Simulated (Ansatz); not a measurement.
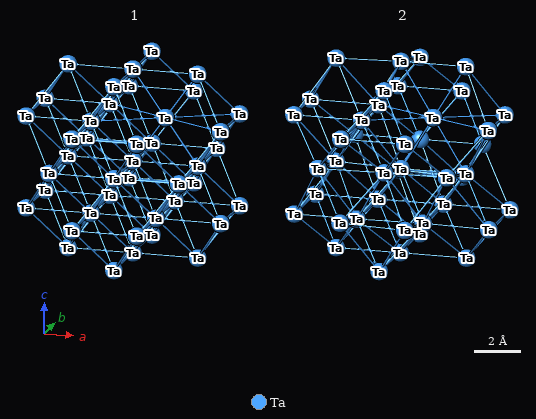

Two geometries of a defect cell of composition Ta (started half-way along a vacancy jump, in the symmetry of that start), drawn at one scale. One is the start of a relaxation, the other its converged end. The picture is a ball-and-stick view of the atoms within 5.8 Å of the atom that moves most (axes of the conventional cell (2 times the calculation's cell)), seen slightly off an axis. Lengths and directions refer to the drawn axes.

Theory: DFT PBE, scalar-relativistic, plane waves, PAW in Ansatz 0.2.0. Settings: plane-wave cutoff 420 eV; k-point mesh 4 × 4 × 4; occupations gaussian; smearing width 0.1 eV; no spin polarisation; atoms relaxed in a fixed cell; force threshold 0.02 eV/Å; at most 60 steps.

Which one is relaxed?

Answer. Structure 2 is the relaxed one. The energy falls by 1.541 eV per cell of the calculation in 6 geometry steps. Largest force component: 0.82 eV/Å at the start, 0.01 eV/Å at the end. The largest moves, 0.35 Å, are those of Ta atoms. The cell doesn't change. Among the contacts that change: Ta–Ta 2.986 → 2.621 Å, Ta–Ta 2.986 → 3.325 Å, Ta–Ta 2.586 → 2.882 Å, Ta–Ta 2.986 → 3.243 Å. Cost: 5.3 min on 4 threads of Intel(R) Xeon(R) Processor @ 2.30GHz (shared host), peak memory 2 GiB.
